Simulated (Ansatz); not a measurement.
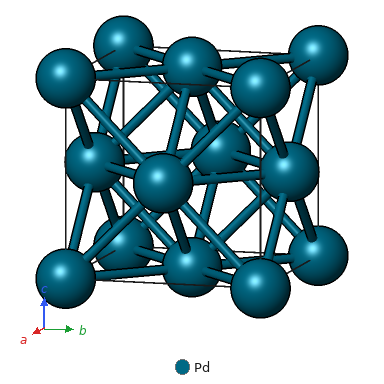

System: Pd, space group Fm-3m (No. 225). The picture shows the conventional cell.

The given structure:
```cif
data_structure
_symmetry_space_group_name_H-M 'P 1'
_symmetry_Int_Tables_number 1
_cell_length_a 2.7505
_cell_length_b 2.7505
_cell_length_c 2.7505
_cell_angle_alpha 60.000
_cell_angle_beta 60.000
_cell_angle_gamma 60.000
_cell_volume 14.71
loop_
_atom_site_label
_atom_site_type_symbol
_atom_site_fract_x
_atom_site_fract_y
_atom_site_fract_z
_atom_site_occupancy
Pd1 Pd 0.00000 0.00000 0.00000 1
```

Method: periodic Kohn-Sham DFT of a crystal at fixed atoms, scaled to the stated factor times the given cell; pressure positive in compression (Ansatz 0.2.0). Level: PBE.

- method: frozen-core PAW
- relativity: scalar
- k mesh: 18×18×18
- occupations: Fermi–Dirac
- smearing width: 0.05 eV
- wave cutoff: 420 eV
- PAW set: soft_2

V(given) is 14.71 Å³/atom.

What does the calculation give for the pressure against V/V(given)? The V/V(given) takes the values 0.96, 0.98, 1.00, 1.02, 1.04.

The pressure falls from 17.1 GPa at V/V(given) 0.96 to 0.2 GPa at 1.04.

| V/V(given) | pressure (GPa) |
| --- | --- |
| 0.96 | 17.1 |
| 0.98 | 12.1 |
| 1.00 | 7.6 |
| 1.02 | 3.7 |
| 1.04 | 0.2 |

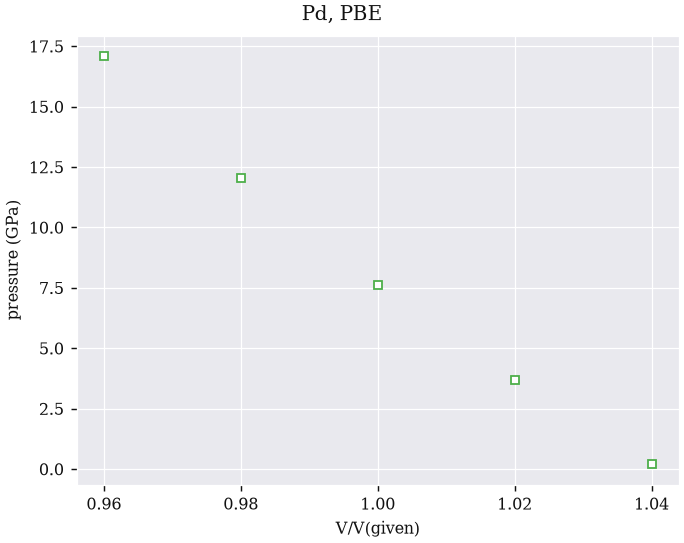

Keep in mind: the volumes run don't bracket the minimum of the energy, so any equilibrium value is extrapolated.
